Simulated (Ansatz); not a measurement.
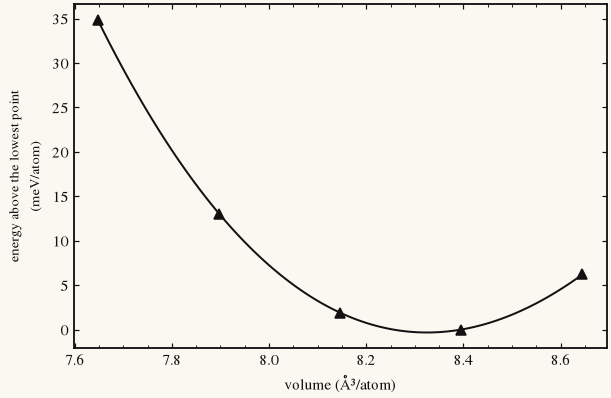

The picture above shows the energy above the lowest point against volume for B, space group Fd-3m (No. 227) (one of a set of cubic test structures, which need not be the stable phase).

Computed with Ansatz 0.2.0 development build: equation of state of a cubic crystal from periodic Kohn-Sham density functional theory without spin, third-order Birch-Murnaghan fit to the free energies; pressure corrected for the finite basis. Level: r2SCAN.

- structure type: diamond
- atoms in cell: 2
- space group number: 227
- lattice centring: face-centred primitive
- k mesh: 14×14×14
- occupation method: Fermi–Dirac
- occupation width: 0.1 eV
- wave cutoff: 500 eV
- datasets: soft-1 PAW
- density tolerance: 1e−07 eV
- bands: 7
- density cutoff ratio: 4
- search for lower states: default

From this curve and the settings, what does the calculation give for the pressure at the same points?

The pressure falls from 17.7 GPa at volume 7.6475 Å³/atom to −6.4 GPa at 8.6450 Å³/atom, and changes sign near 8.33 Å³/atom.

```
volume (Å³/atom)  pressure (GPa)
          7.6475            17.7
          7.8969            10.4
          8.1462             4.1
          8.3956            -1.5
          8.6450            -6.4
```

Note: cubic model structure, not the ambient form; modest k-mesh, values are not fully converged in k.
